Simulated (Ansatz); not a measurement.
Hf3H (slab)

```
Hf H
1.0
     3.17153    0.00000    0.00000
    -1.58576    2.74662    0.00000
     0.00000    0.00000   21.91062
Hf H
3 1
Direct
  0.66667 0.33333 0.18256
  0.33333 0.66667 0.29466
  0.00000 0.00000 0.40668
  0.00000 0.00000 0.52580
```

Not relaxed (largest force 1.9 eV/Å); spin-polarised.

These are results of DFT PBE, scalar-relativistic, plane waves, PAW in Ansatz, not measurements.

The density is the valence pseudo-density of a PAW calculation; it isn't the true density close to the nuclei.

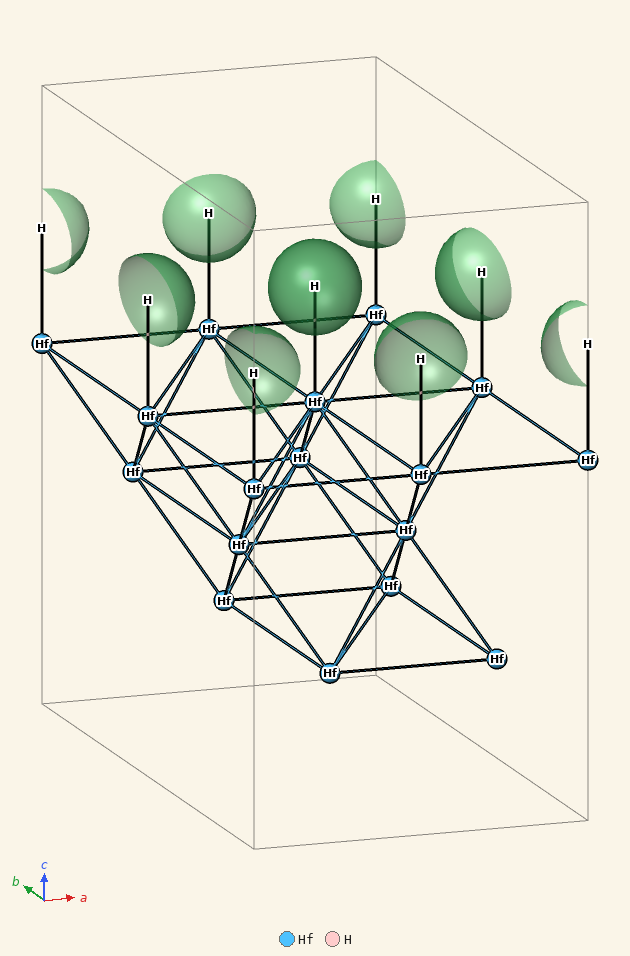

Figure 1. Isosurface of the spin density at +0.03 e/Å³ (green), seen at an oblique angle. Sticks mark near contacts.

Question: Which atoms carry the moments, and with what signs?

Answer: The spin density sits on H: +0.3 μB in one cell of 4 atoms, with smaller moments on Hf (±0.10 μB): a single local moment. The cell of the calculation (4 atoms) carries 0.5 μB of net spin moment.

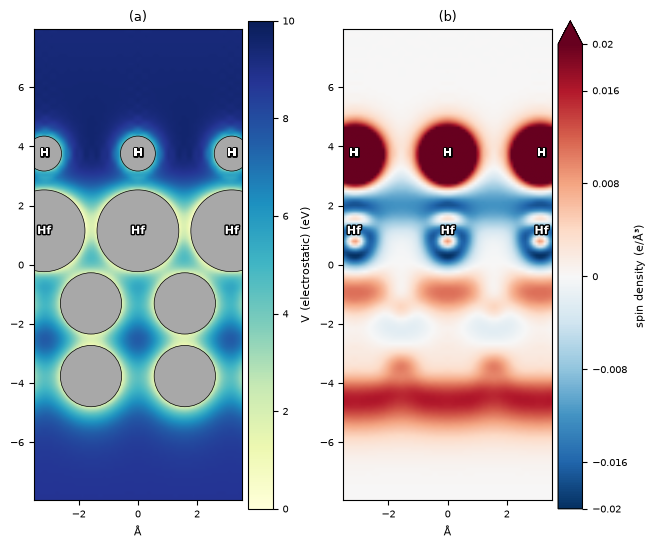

Figure 2. (a) electrostatic potential (local pseudopotential plus Hartree) felt by an electron; (b) magnetisation density (up minus down) on the (100) plane of the calculation cell, a cut from vacuum to vacuum. Grey discs cover the atomic cores in the potential map.

Question: What do the fields say about this system?

Answer:
- The plane passes through Hf and H nuclei.
- Atoms just off the plane (Hf, 0.9 Å away) can leave unmarked features too.

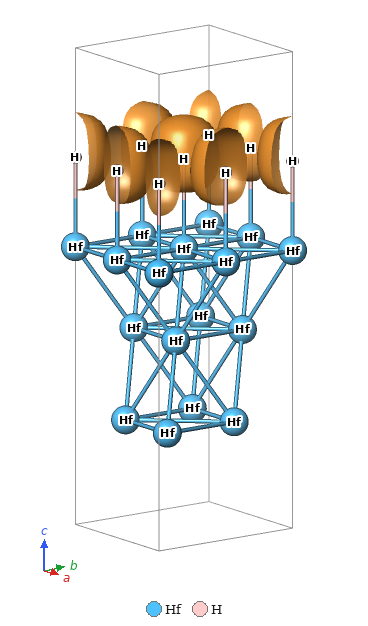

Figure 3. Isosurface of the electron localisation function at 0.8 (orange), seen slightly off an axis. Core shells and regions of very low density are left out. Sticks mark near contacts.

Question: Describe the localisation domains.

Answer: The ELF exceeds this value in one region around a hydrogen nucleus, counted in one cell of 4 atoms. Counts are for one cell; the picture repeats the cell along the surface.


Hf–H (2.61 Å): the ELF climbs to about 1 towards the hydrogen. Hf–Hf (3.06 Å): the ELF is about 0.25 at the midpoint; no shared electron pair shows on this line.

Question: Does the calculation make it a metal, or give it a gap?

Answer: It is metallic or semimetallic at this level of theory: no gap opens.
